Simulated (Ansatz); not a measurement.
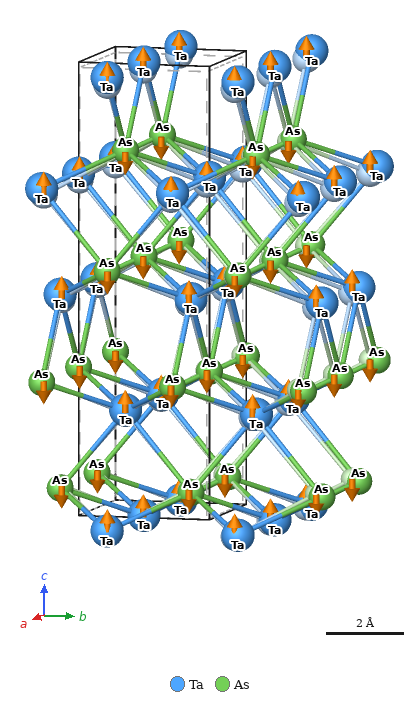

A symmetric starting cell of TaAs, drawn pale, and a changed version of it, drawn solid. The orange arrows show how the atoms are displaced (without the part that the change of the cell carries along), magnified 10 times. Besides, the cell is strained by +1.3 % along c and +2.8 % across it (volume +7.1 %). Style: ball-and-stick. Shown: the conventional cell (2 times the calculation's cell), repeated 2 × 2 × 1 with one cell outlined, slightly off an axis. Lengths and directions refer to the drawn axes.

These are results of DFT PBE, scalar-relativistic, plane waves, PAW (Ansatz 0.2.0), not measurements. (plane-wave cutoff 420 eV; k-point mesh 18 × 18 × 18; occupations gaussian; smearing width 0.1 eV; no spin polarisation)

**Describe the displacements and the computed response.**

Atoms are displaced by 0.06 Å relative to the cell. No relaxation follows. The starting cell wasn't computed here and needn't be at equilibrium, so pressure and forces aren't due to the change alone. Some distances before and after: As–Ta 2.618 → 2.647 to 2.755 Å. The space group stays I4_1md (No. 109). The pressure is −8.8 GPa (not all of it need come from the change, since the unchanged cell can be under pressure at this level too). The principal stresses (compression positive) are −9.7 GPa along c and −8.3 GPa across it. The largest forces, 0.99 eV/Å, act on Ta and As. The forces point straight back along the displacements (cosine −1.00).
